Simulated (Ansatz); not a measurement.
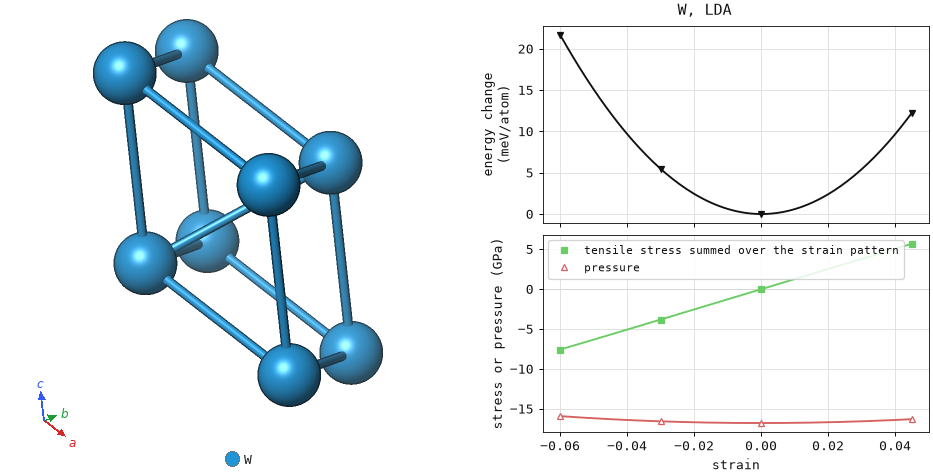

The figure shows the energy change, tensile stress summed over the strain pattern and pressure against strain for W, space group Im-3m (No. 229). The cell is drawn beside the plot.

Starting cell:
```xyz
1
Lattice="-1.5973 1.5973 1.5973 1.5973 -1.5973 1.5973 1.5973 1.5973 -1.5973" Properties=species:S:1:pos:R:3 pbc="T T T"
W     0.0000    0.0000    0.0000
```

Computed with Ansatz 0.2.0: homogeneous strain of a crystal along one Voigt pattern with engineering shear, fractional coordinates fixed, by plane-wave density functional theory with PAW datasets, free energies less that of the undisturbed cell, pressure positive in compression; scalar-relativistic. Level: LDA, no spin polarisation.

wave cutoff 420 eV; k mesh 20×20×20; occupations Gaussian; smearing width 0.15 eV; k shift (0, 0, 0) (mesh steps); start as given; strain pattern (0, 0, 0, 0, 1, 0) (xx yy zz yz xz xy with engineering shear).

Q: Is the starting structure at a minimum along this coordinate?

A: Yes: the energy rises on both sides of the starting structure, which is therefore a minimum along this path.

Q: Read off the course of the tensile stress summed over the strain pattern.

A: It rises from −7.6 GPa at strain −0.060 to 5.7 GPa at 0.045, and changes sign near 0.000.

Keep in mind: reference crystal is not relaxed.
